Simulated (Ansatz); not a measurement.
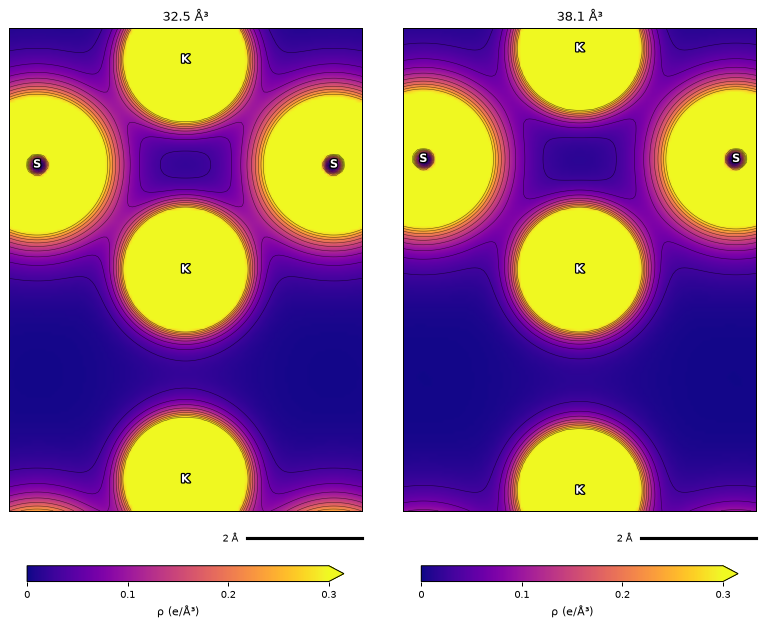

K$_{2}$S. The valence charge density (pseudo) of cells scaled evenly to different volumes (given per atom above each panel), on the (011̄) plane of each (indices in the axes of the cell below), at one length scale and on one colour scale.

Theory: Ansatz 0.2.0, DFT PBE, scalar-relativistic, plane waves, PAW.

Core electrons are frozen (PAW), and the valence fields are smoothed inside the atomic spheres.

The largest cell:

```
CELL_PARAMETERS angstrom
0.00000 3.85106 3.85106
3.85106 0.00000 3.85106
3.85106 3.85106 0.00000
ATOMIC_POSITIONS crystal
K 0.25000 0.25000 0.25000
K 0.75000 0.75000 0.75000
S 0.00000 0.00000 0.00000
```

| volume (Å³/atom) | K–S contact in the plane (Å) | ρ at its midpoint (e/Å³) | pressure (GPa) | gap on the mesh (eV) | 
| --- | --- | --- | --- | --- |
| 32.54 | 3.165 | 0.114 | 1.3 | 2.48 | 
| 36.69 | 3.294 | ? | ? | ? | 
| 38.08 | 3.335 | 0.087 | −1.4 | 2.09 | 

What values belong in the row with question marks?

Answer. Over the known rows ln ρ falls by 1.59 per Å of K–S distance (the line through the two), which gives 0.093 e/Å³ at 3.294 Å; the calculation gives 0.093 e/Å³. For the pressure, a straight line in volume between the neighbouring rows gives −0.7 GPa; the calculation gives −0.9. For the gap on the mesh, a straight line in volume between the neighbouring rows gives 2.19 eV; the calculation gives 2.18.
